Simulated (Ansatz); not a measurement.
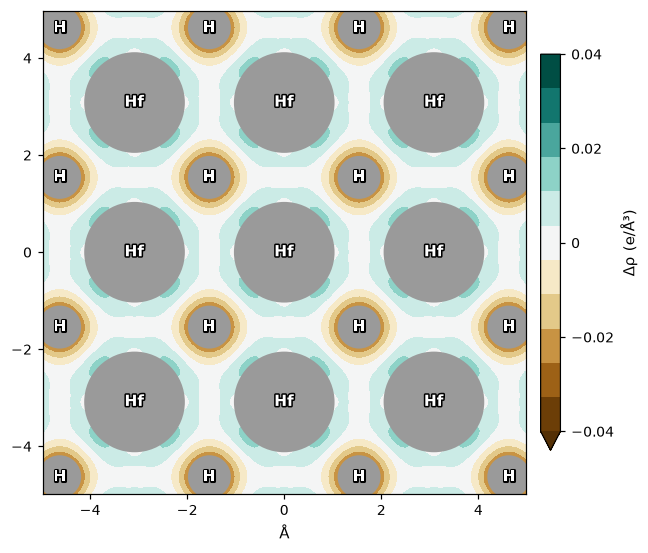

HfH3: difference of two self-consistent densities at the same geometry, ρ(PBEsol) − ρ(r2SCAN), on the (001) plane of the conventional cell. Grey discs cover the cores, where the PAW densities can't be compared. Cores are masked to 1.0 Å (Hf) and 0.4 Å (H).

Space group Pm-3m. The cell comes from a database of computed structures, not from a measurement.

Both runs: Ansatz, scalar-relativistic, plane waves and PAW, same cutoff, k-points and PAW files (made with PBE).

How does the change of level move the electrons?

Answer. Against r2SCAN, and outside the masked cores, the largest gain lies at the edge of the masked core of Hf, and the largest loss lies at the edge of the masked core of H.
- Bader charges are Hf +1.63 and H −0.54 e with r2SCAN and Hf +1.47 and H −0.49 e with PBEsol.
- At this volume the pressure is −2 GPa with r2SCAN and −4 GPa with PBEsol.

Run times: 38 s (PBEsol) and 44 s (base cell), on 1 thread of Arm Neoverse N1 (shared host).
